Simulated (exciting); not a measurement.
System: Ge, space group Cmmm (No. 65).

The given structure:
```
Ge
1.0
     1.39715   -2.60052    0.00000
     1.39715    2.60052    0.00000
     0.00000    0.00000    2.69823
Ge
1
Direct
  0.50000 0.50000 0.00000
```

Computed with exciting sodium: all-electron LAPW DFT, no spin polarisation; energies at scaled volumes of the given cell, shape and fractions fixed, counted from the fit's minimum, third-order Birch-Murnaghan fit. Level: LDA-Wigner.

| setting | value |
| --- | --- |
| k mesh | 8×8×7 |
| occupations | Gaussian |
| smearing width | 0.136 eV |
| potentials | all electron LAPW+lo, shipped species files |
| program settings | rgkmax 9 |

What does the calculation give for the energy against volume? The volume takes the values 18.43, 18.82, 19.21, 19.61, 20.00, 20.39, 20.78 Å³/atom.

A third-order Birch–Murnaghan fit gives V0 = 18.80 Å³/atom, B0 = 72.1 GPa and B′ = 4.6. The energy is 1.71 meV/atom at volume 18.43 Å³/atom and 39.01 meV/atom at 20.78 Å³/atom; the lowest computed point is at volume 18.82 Å³/atom (0.00 meV/atom), in a single well.

```tsv
volume (Å³/atom)	energy (meV/atom)
18.43	1.71
18.82	0.00
19.21	1.98
19.61	7.17
20.00	15.26
20.39	26.06
20.78	39.01
```

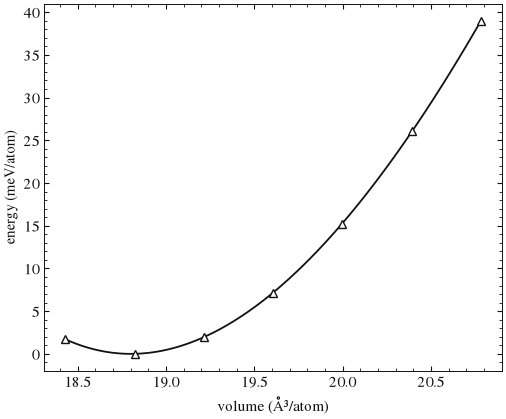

Limits of the calculation: shape and atomic fractions are frozen while scaling, which makes layered, chain and framework solids too stiff.
